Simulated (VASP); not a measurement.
**Geometry relaxation, with input and output: RuSi (part 4 of 4)**

RuSi (P2₁3, 8 atoms in the cell); Kohn-Sham DFT of a periodic cell, LDA, VASP PAW LDA potentials, recommended, no spin polarisation (VASP 6.6.1); cutoff 600 eV, 8×8×8 k-mesh, Gaussian smearing of 0.1 eV. The structure derives from a Materials Project entry.

Geometry of the input (Å; fractional positions):
```
4.7086  0.0000  0.0000
0.0000  4.7086  0.0000
0.0000  0.0000  4.7086
Si 0.1624  0.3376  0.6624
Si 0.3376  0.6624  0.1624
Si 0.6624  0.1624  0.3376
Si 0.8376  0.8376  0.8376
Ru 0.8706  0.6294  0.3706
Ru 0.6294  0.3706  0.8706
Ru 0.3706  0.8706  0.6294
Ru 0.1294  0.1294  0.1294
```

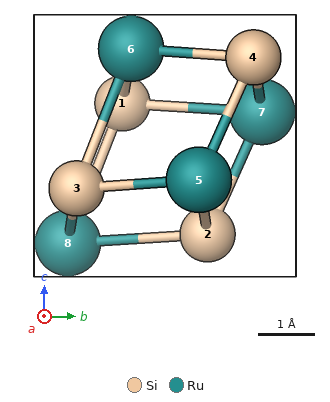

The starting structure (ball-and-stick view of the cell of the calculation, along the a axis; atoms are numbered from 1 in the order of the input).

## Results in brief

| quantity | value |
| --- | --- |
| outcome | converged |
| space group (tolerance 0.01 Å) | P2₁3 (198) |
| electrons treated | 72 |
| free energy | −72.1660 eV |
| Fermi energy | 12.714 eV |
| gap on the k-point mesh | 0.24 eV |
| pressure | 0.02 GPa |
| final volume | 101.67 Å³ |
| largest force (length of the vector) at the end | 0.004 eV/Å |
| final cell | a = 4.667 Å, b = 4.667 Å, c = 4.667 Å, α = 90.00°, β = 90.00°, γ = 90.00° |
| hardware | 1 thread of Intel Xeon @ 2.90GHz (Ice Lake), 64 GiB of memory available, shared host |
| wall time | 15 min |
| peak memory | 0.32 GiB |
